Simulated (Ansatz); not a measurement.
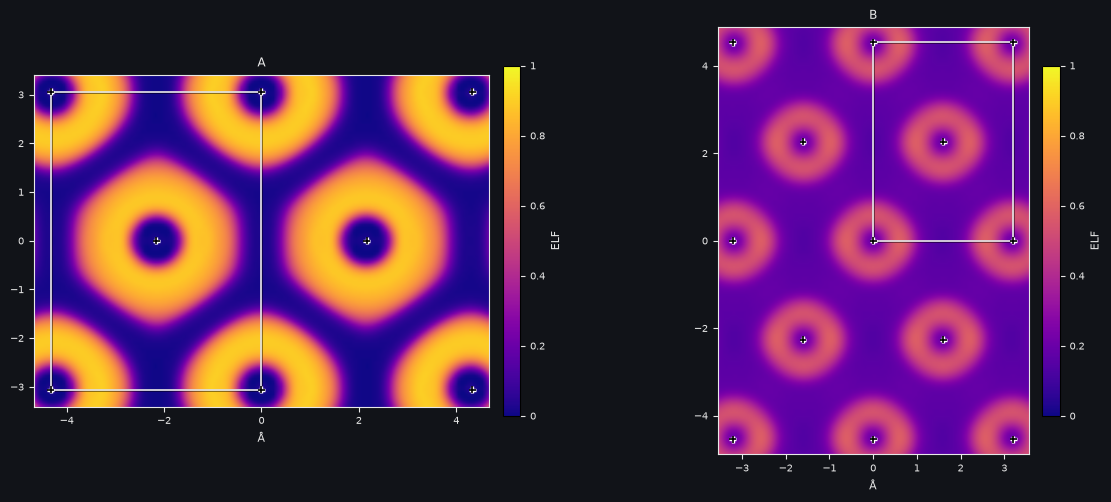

The ELF of 2 systems, each on a plane through atoms (crosses mark nuclei in the plane).

Theory: Kohn-Sham DFT of a periodic cell, r2SCAN, Ansatz PAW (Ansatz 0.2.0).

System 1: CsBr, the (110) plane of the conventional cell. Space group Pm-3m; a structure from a database of computed crystals, not necessarily the ambient phase.

```yaml
crystal:
  lattice:
    - [4.32562, 0.00000, 0.00000]
    - [0.00000, 4.32562, 0.00000]
    - [0.00000, 0.00000, 4.32562]
  atoms:
    - { symbol: Cs, position: [0.00000, 0.00000, 0.00000] }
    - { symbol: Br, position: [0.50000, 0.50000, 0.50000] }
```

System 2: Pd, the (101̄) plane of the conventional cell. Space group Im-3m; a structure from a database of computed crystals, not necessarily the ambient phase; computed pressure about −13 GPa in this cell.

```
Pd
1.0
     3.20624    0.00000    0.00000
     0.00000    3.20624    0.00000
     0.00000    0.00000    3.20624
Pd
2
Direct
  0.00000 0.00000 0.00000
  0.50000 0.50000 0.50000
```

Q: Which map belongs to which system?

A: Panel A is system 1, CsBr: the plane holds Cs and Br. Cs–Br (3.75 Å): the ELF is about 0.05 at the midpoint (a largely ionic contact). Panel B is system 2, Pd: the plane holds Pd. Pd–Pd (2.78 Å): the ELF is about 0.20 at the midpoint: no shared electron pair shows on this line.
